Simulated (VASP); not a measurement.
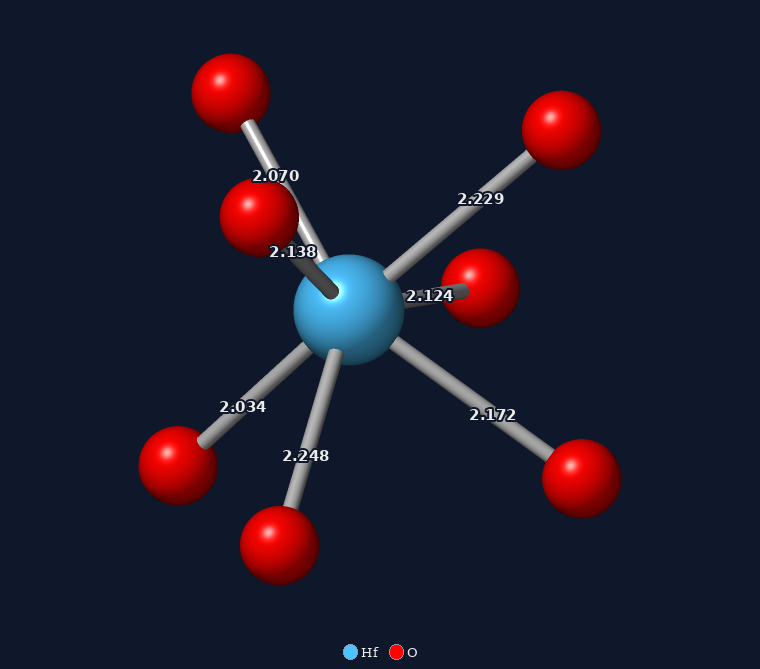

The surroundings of site Hf1 (at 0.276, 0.460, 0.708) in HfO₂ (P2_1/c, No. 14), with bond lengths in Å.

Origin of the cell: an entry of the Crystallography Open Database, as set up for an electronic-structure calculation.

```xyz
12
Lattice="5.1180 0.0000 0.0000 0.0000 5.1857 0.0000 -0.8587 0.0000 5.2139" Properties=species:S:1:pos:R:3 pbc="T T T"
Hf    0.8021    2.3870    3.6914
Hf    3.0279    4.9798    4.1294
Hf    3.4573    2.7987    1.5224
Hf    1.2314    0.2059    1.0845
O    -0.3473    0.8733    4.4146
O     4.1773    3.4661    3.4062
O     4.6066    4.3124    0.7993
O     0.0821    1.7196    1.8076
O     1.4549    3.8473    5.1101
O     2.3751    1.2544    2.7107
O     2.8045    1.3384    0.1038
O     1.8842    3.9313    2.5032
```

Bond valence s = exp((R0 − d)/b), R0 fitted to published crystal structures with b = 0.37 Å; R0 in Å: Hf4+–O 1.921.

Q: Calculate the bond-valence sum of Hf1 from the bonds drawn.

A: 1 × 0.737 + 1 × 0.669 + 1 × 0.578 + 1 × 0.556 + 1 × 0.507 + 1 × 0.435 + 1 × 0.413 = 3.89 v.u., against a formal valence of 4: underbonded (bonds long for this ion) by 0.11.

Q: And over the whole structure?

A:
```json
{"site": "Hf1", "x, y, z": "0.276, 0.460, 0.708", "formal valence": "+4", "bond-valence sum": "3.97", "difference": "-0.03"}
{"site": "O1", "x, y, z": "0.074, 0.168, 0.847", "formal valence": "−2", "bond-valence sum": "2.03", "difference": "0.03"}
{"site": "O2", "x, y, z": "0.449, 0.742, 0.980", "formal valence": "−2", "bond-valence sum": "1.94", "difference": "-0.06"}
```

These sums include all anions within 5 Å. The global instability index (root mean square of the differences over all atoms) is 0.05 v.u.: little strain. The cell was not relaxed for this table, and a volume that is off by a few per cent shifts all sums together.
